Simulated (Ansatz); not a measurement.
## Geometry relaxation of Sr3Ti2O7 (part 2 of 2)

Sr3Ti2O7 (I4/mmm, 12 atoms in the cell); DFT r2SCAN, scalar-relativistic, plane waves, PAW, no spin polarisation (Ansatz 0.2.0); cutoff 500 eV, 8×8×8 k-mesh, Gaussian smearing of 0.1 eV. The structure derives from an entry of the Crystallography Open Database.

Geometry of the input (Å; fractional positions):
```
-1.9495  1.9495  10.2000
1.9495  -1.9495  10.2000
1.9495  1.9495  -10.2000
Sr 0.5000  0.5000  0.0000
Sr 0.3150  0.3150  0.0000
Sr 0.6850  0.6850  0.0000
Ti 0.0950  0.0950  0.0000
Ti 0.9050  0.9050  0.0000
O  0.0000  0.0000  0.0000
O  0.1900  0.1900  0.0000
O  0.8100  0.8100  0.0000
O  0.5950  0.0950  0.5000
O  0.0950  0.5950  0.5000
O  0.4050  0.9050  0.5000
O  0.9050  0.4050  0.5000
```

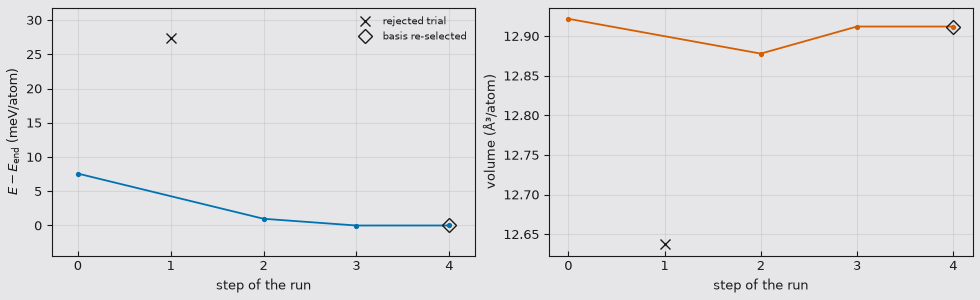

Fig. 1: Progress of the relaxation, step by step (the first geometry is step 0 here and step 1 in the log).

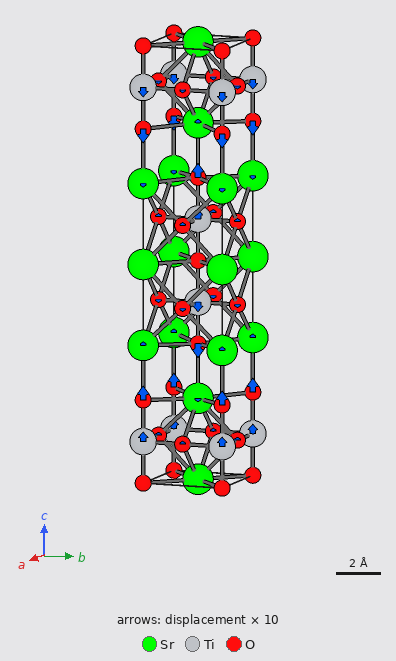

Fig. 2: The starting structure with the displacements (without the part carried along by the change of the cell) as blue arrows, magnified 10 times (ball-and-stick view of the cell 2 times as large as that of the calculation, set on its symmetry axes, seen slightly off an axis). After 3 geometry steps the energy has fallen by 7.6 meV per atom. Largest force component: 0.9 eV/Å at the start, 0.043 eV/Å at the end. The pressure goes from 1.00 to −0.01 GPa. The line search rejected the trial step at point 1 (counted from 0) and went back. The largest moves relative to the cell, 0.069 Å, are those of O7 and O8. Largest moves by element: O 0.069 Å, Ti 0.047 Å, Sr 0.019 Å. The volume changes by −0.1 %, with a = b 3.899 → 3.903 Å (+0.1 %), c 20.400 → 20.346 Å (−0.3 %). Distances before and after: Sr2–O7 2.550 → 2.493 Å, Ti4–O6 1.938 → 1.980 Å, Sr2–O11 2.678 → 2.652 Å, Ti4–O7 1.938 → 1.954 Å. Among the angles that change: Sr3–O7–Sr3 175.8° → 172.1°. The space group stays I4/mmm (No. 139). A last SCF at the same geometry on a re-selected plane-wave basis shifts the energy by +0.0 meV per atom. (Atoms are counted from 1 in the order of the input.)

```
basis re-selected at this cell: Δ(F+E_penalty+E_count) = +5.087e-5 eV, ΔP = -0.000 GPa vs the last step (what re-selecting the basis moved, of the pressure what is left beyond the Pulay correction that the steps carried, after the strain that the cell walked since its last selection, with what the two solves' SCF thresholds leave and, on support functions, any second-order correction that the steps lacked; it is no measure of the basis error at this ecutwfc). This SCF's stress stands 1.53e-2 GPa from its target on what of the cell is left free (relax.cell.stress_tol is 5.00e-1 GPa) and its largest allowed force component is 4.32e-2 eV/Å (relax.f_tol is 5.00e-2 eV/Å): within both
SCF converged after 4 iterations
Free energy (F): -19676.756923 eV
Harris-Foulkes:  -19676.756923 eV  (|F-HF|=6.42e-9)
Internal energy: -19676.756923 eV  (E = F + TS)
E sigma→0 (E₀):  -19676.756923 eV
Fermi energy:    10.194493 eV
--- Per-component energies (eV) ---
  E_band       = -576.744384
  E_kinetic    = 2528.238848
  E_local      = -6461.327987  (includes V_loc(G=0)·N_el)
  E_nonlocal   = 937.789534
  E_hartree    = 2306.412315
  E_xc         = -1202.555681
  E_vxc        = -1555.541986  (∫ρ·V_xc dr)
  E_paw        = -11374.050603  (= ΣΔE_a)
  E_vpaw       = -733.466179  (= ΣTr[D̂ρ^β])
  E_aug_tail   = 0.007799  (compensation charges beyond the density's cutoff)
  E_vtau       = 94.726817  (kinetic-family band-sum trace: ∫τ·v_τ [+ j·A + Jᵃ·Aᵃ] dr)
  E_ewald      = -6410.102538
  E_core_change = -1.168610  (= ΣΔE_core)
  E_smearing   = -0.000000  (= −TS)
  E_closure    = 0.000000  (closes the sum)
  Σ components = -19676.756923   (vs F -19676.756923, Δ=0.00e0)
--- Forces (eV/Å), atoms counted from 1 ---
  atom   1  Sr    -0.00000000     0.00000000     0.00000000
  atom   2  Sr    -0.00000000     0.00000000    -0.04322929
  atom   3  Sr     0.00000000     0.00000000     0.04322929
  atom   4  Ti    -0.00000000    -0.00000000     0.03375061
  atom   5  Ti     0.00000000     0.00000000    -0.03375061
  atom   6  O      0.00000000     0.00000000     0.00000000
  atom   7  O     -0.00000000     0.00000000    -0.00060832
  atom   8  O      0.00000000     0.00000000     0.00060832
  atom   9  O     -0.00000000    -0.00000000     0.02420666
  atom  10  O     -0.00000000     0.00000000     0.02420666
  atom  11  O      0.00000000    -0.00000000    -0.02420666
  atom  12  O      0.00000000     0.00000000    -0.02420666
  max |Σ_I F_I| component: 3.47e-18 eV/Å
--- Stress (GPa, compression-positive) ---
       -0.012913       0.000000       0.000000
        0.000000      -0.012913       0.000000
       -0.000000       0.000000      -0.015251
  P = ⅓ Tr σ = -0.0137 GPa (-0.137 kbar)
--- Band table (eV; the first three rows and the last of 59) ---
  k-point 0: bands = ["-49.4929", "-49.4924", "-24.7411", "-24.7076", "-24.7076", "-24.7064", "-24.7064", "-24.6763", "-24.6025", "-24.5137", "-24.5044", "-9.5697", "-9.4025", "-8.4836", "-8.4661", "-8.1904", "-7.7350", "-7.7205", "-6.0253", "-6.0253", "-5.9451", "-5.9451", "-5.8867", "-5.8867", "-5.8463", "-5.6104", "-5.4626", "5.5422", "6.1472", "6.1472", "6.1569", "6.1569", "6.4405", "6.5216", "7.1336", "7.1457", "7.3223", "7.3223", "7.4772", "7.6378", "7.6378", "7.9858", "7.9858", "8.3742", "8.3742", "8.7219", "8.7219", "8.7515", "11.3684", "11.4401", "11.9032", "11.9032", "12.9268", "12.9268", "13.7890", "13.7891", "14.1722", "14.4272", "14.7326", "15.4527"]
  k-point 1: bands = ["-49.4925", "-49.4920", "-24.7413", "-24.7298", "-24.7249", "-24.7190", "-24.7178", "-24.6619", "-24.5715", "-24.5126", "-24.5125", "-9.4271", "-9.3015", "-8.4784", "-8.4411", "-8.2358", "-7.8320", "-7.8085", "-6.0356", "-5.9365", "-5.9364", "-5.9010", "-5.8476", "-5.8461", "-5.8048", "-5.5680", "-5.4648", "5.5140", "5.6978", "5.8956", "6.0601", "6.1152", "6.1739", "6.3529", "6.5219", "6.7740", "6.9754", "7.2969", "7.3475", "7.8305", "7.8374", "7.9073", "7.9349", "8.0638", "8.1954", "8.2055", "8.4271", "8.7415", "11.9269", "11.9826", "12.0637", "12.1319", "12.9498", "12.9915", "14.4691", "14.4941", "14.5193", "14.9007", "15.2465", "15.9375"]
  k-point 2: bands = ["-49.4915", "-49.4910", "-24.7783", "-24.7618", "-24.7466", "-24.7452", "-24.6909", "-24.6448", "-24.5413", "-24.5278", "-24.5166", "-9.0562", "-9.0523", "-8.4644", "-8.3805", "-8.2150", "-7.9237", "-7.8648", "-6.0569", "-6.0346", "-6.0114", "-5.8858", "-5.8345", "-5.8143", "-5.6813", "-5.5357", "-5.4412", "5.0734", "5.2718", "5.5921", "5.5959", "5.6438", "5.6603", "5.9775", "6.0090", "6.0651", "6.1732", "6.4714", "6.9340", "7.5995", "7.6281", "7.9614", "8.0942", "8.1176", "8.1278", "8.3403", "8.5552", "8.6640", "12.6141", "12.6918", "12.8216", "12.9092", "13.1484", "13.2597", "14.9708", "15.6383", "15.9014", "16.0172", "16.0373", "16.4976"]
  k-point 58: bands = ["-49.4929", "-49.4924", "-24.7315", "-24.7076", "-24.7076", "-24.7064", "-24.7064", "-24.6963", "-24.5782", "-24.5406", "-24.4915", "-9.5371", "-9.4513", "-8.4837", "-8.4661", "-8.0179", "-7.9719", "-7.6389", "-6.0317", "-6.0317", "-5.9202", "-5.9202", "-5.9126", "-5.9051", "-5.9051", "-5.5311", "-5.4746", "5.4346", "6.1276", "6.1276", "6.1696", "6.1696", "6.2940", "6.6630", "7.1163", "7.3441", "7.3441", "7.4990", "7.6363", "7.7942", "7.7942", "7.8271", "7.8271", "8.2987", "8.3529", "8.3529", "8.6955", "8.6955", "11.3718", "11.4364", "12.0987", "12.0987", "12.7560", "12.7560", "13.7755", "13.7951", "14.2088", "14.5874", "14.6838", "15.4815"]
--- Relaxed structure (4 steps of the walk, 3 accepted, 1 SCFs on fresh bases) ---
  F+E_penalty+E_count = -19676.75692318 eV   max|allowed force component| = 4.323e-2 eV/Å   (the final SCF, on the basis selected at the relaxed cell)
  cell:  # Å, volume = 154.9448 Å³
    - [-1.9513476341914233, 1.9513476341914233, 10.17296596531679]
    - [1.9513476341914233, -1.9513476341914233, 10.17296596531679]
    - [1.9513476341914233, 1.9513476341914233, -10.17296596531679]
  atoms:
    - { symbol: Sr, position: [0.5, 0.5, -6.000432409559819e-34] }
    - { symbol: Sr, position: [0.31594359442945813, 0.31594359442945813, -3.3845606954237808e-34] }
    - { symbol: Sr, position: [0.6840564055705419, 0.6840564055705419, -2.796898594762254e-34] }
    - { symbol: Ti, position: [0.09732638288436457, 0.09732638288436457, 6.7814445919011175e-34] }
    - { symbol: Ti, position: [0.9026736171156354, 0.9026736171156354, 5.483222396628119e-34] }
    - { symbol: O, position: [7.086292182728222e-20, 7.086292182728296e-20, 7.543745297177524e-34] }
    - { symbol: O, position: [0.1933894965272529, 0.1933894965272529, 5.989751201797029e-34] }
    - { symbol: O, position: [0.806610503472747, 0.806610503472747, 3.2957506220526694e-34] }
    - { symbol: O, position: [0.5958131696853075, 0.09581316968530754, 0.5] }
    - { symbol: O, position: [0.09581316968530754, 0.5958131696853075, 0.5] }
    - { symbol: O, position: [0.4041868303146924, 0.9041868303146924, 0.5] }
    - { symbol: O, position: [0.9041868303146924, 0.4041868303146924, 0.5] }
```

Trajectory as extended XYZ (Å, eV, eV/Å), 5 frames, from step=1 to step=5:
```
12
Lattice="-1.9495 1.9495 10.2000 1.9495 -1.9495 10.2000 1.9495 1.9495 -10.2000" Properties=species:S:1:pos:R:3:forces:R:3 step=1 energy=-19676.66596 pressure_GPa=1.00
Sr    0.0000    0.0000   10.2000    0.0000   0.0000   0.0000
Sr    0.0000    0.0000    6.4260    0.0000   0.0000   0.3382
Sr    0.0000    0.0000   13.9740    0.0000   0.0000  -0.3382
Ti    0.0000    0.0000    1.9380    0.0000   0.0000   0.6034
Ti    0.0000    0.0000   18.4620    0.0000   0.0000  -0.6034
O     0.0000    0.0000    0.0000    0.0000   0.0000   0.0000
O     0.0000    0.0000    3.8760    0.0000   0.0000   0.8964
O     0.0000    0.0000   16.5240    0.0000   0.0000  -0.8964
O     0.0000    1.9495    1.9380    0.0000   0.0000  -0.1207
O     1.9495    0.0000    1.9380    0.0000   0.0000  -0.1207
O     1.9495    0.0000    8.2620    0.0000   0.0000   0.1207
O     0.0000    1.9495    8.2620    0.0000   0.0000   0.1207
12
Lattice="-1.9536 1.9536 9.9336 1.9536 -1.9536 9.9336 1.9536 1.9536 -9.9336" Properties=species:S:1:pos:R:3:forces:R:3 step=2 energy=-19676.42765 pressure_GPa=3.45 accepted=F
Sr    0.0000    0.0000    9.9336    0.0000   0.0000   0.0000
Sr    0.0000    0.0000    6.3923    0.0000   0.0000  -1.7517
Sr    0.0000    0.0000   13.4749    0.0000   0.0000   1.7517
Ti    0.0000    0.0000    1.9615    0.0000   0.0000   0.5958
Ti    0.0000    0.0000   17.9057    0.0000   0.0000  -0.5958
O     0.0000    0.0000    0.0000    0.0000   0.0000   0.0000
O     0.0000    0.0000    3.9223    0.0000   0.0000  -1.2200
O     0.0000    0.0000   15.9448    0.0000   0.0000   1.2200
O     0.0000    1.9536    1.9187    0.0000   0.0000  -0.2728
O     1.9536    0.0000    1.9187    0.0000   0.0000  -0.2728
O     1.9536    0.0000    8.0149    0.0000   0.0000   0.2728
O     0.0000    1.9536    8.0149    0.0000   0.0000   0.2728
12
Lattice="-1.9529 1.9529 10.1300 1.9529 -1.9529 10.1300 1.9529 1.9529 -10.1300" Properties=species:S:1:pos:R:3:forces:R:3 step=3 energy=-19676.74515 pressure_GPa=0.72
Sr    0.0000    0.0000   10.1300    0.0000   0.0000   0.0000
Sr    0.0000    0.0000    6.4154    0.0000   0.0000  -0.1801
Sr    0.0000    0.0000   13.8446    0.0000   0.0000   0.1801
Ti    0.0000    0.0000    1.9580    0.0000   0.0000   0.3308
Ti    0.0000    0.0000   18.3020    0.0000   0.0000  -0.3308
O     0.0000    0.0000    0.0000    0.0000   0.0000   0.0000
O     0.0000    0.0000    3.9066    0.0000   0.0000   0.1099
O     0.0000    0.0000   16.3534    0.0000   0.0000  -0.1099
O     0.0000    1.9529    1.9348    0.0000   0.0000  -0.0466
O     1.9529    0.0000    1.9348    0.0000   0.0000  -0.0466
O     1.9529    0.0000    8.1952    0.0000   0.0000   0.0466
O     0.0000    1.9529    8.1952    0.0000   0.0000   0.0466
12
Lattice="-1.9513 1.9513 10.1730 1.9513 -1.9513 10.1730 1.9513 1.9513 -10.1730" Properties=species:S:1:pos:R:3:forces:R:3 step=4 energy=-19676.75697 pressure_GPa=-0.01
Sr    0.0000    0.0000   10.1730    0.0000   0.0000   0.0000
Sr    0.0000    0.0000    6.4282    0.0000   0.0000  -0.0435
Sr    0.0000    0.0000   13.9178    0.0000   0.0000   0.0435
Ti    0.0000    0.0000    1.9802    0.0000   0.0000   0.0338
Ti    0.0000    0.0000   18.3657    0.0000   0.0000  -0.0338
O     0.0000    0.0000    0.0000    0.0000   0.0000   0.0000
O     0.0000    0.0000    3.9347    0.0000   0.0000  -0.0006
O     0.0000    0.0000   16.4112    0.0000   0.0000   0.0006
O     0.0000    1.9513    1.9494    0.0000   0.0000   0.0243
O     1.9513    0.0000    1.9494    0.0000   0.0000   0.0243
O     1.9513    0.0000    8.2236    0.0000   0.0000  -0.0243
O     0.0000    1.9513    8.2236    0.0000   0.0000  -0.0243
12
Lattice="-1.9513 1.9513 10.1730 1.9513 -1.9513 10.1730 1.9513 1.9513 -10.1730" Properties=species:S:1:pos:R:3:forces:R:3 step=5 energy=-19676.75692 pressure_GPa=-0.01
Sr    0.0000    0.0000   10.1730    0.0000   0.0000   0.0000
Sr    0.0000    0.0000    6.4282    0.0000   0.0000  -0.0432
Sr    0.0000    0.0000   13.9178    0.0000   0.0000   0.0432
Ti    0.0000    0.0000    1.9802    0.0000   0.0000   0.0338
Ti    0.0000    0.0000   18.3657    0.0000   0.0000  -0.0338
O     0.0000    0.0000    0.0000    0.0000   0.0000   0.0000
O     0.0000    0.0000    3.9347    0.0000   0.0000  -0.0006
O     0.0000    0.0000   16.4112    0.0000   0.0000   0.0006
O     0.0000    1.9513    1.9494    0.0000   0.0000   0.0242
O     1.9513    0.0000    1.9494    0.0000   0.0000   0.0242
O     1.9513    0.0000    8.2236    0.0000   0.0000  -0.0242
O     0.0000    1.9513    8.2236    0.0000   0.0000  -0.0242
```
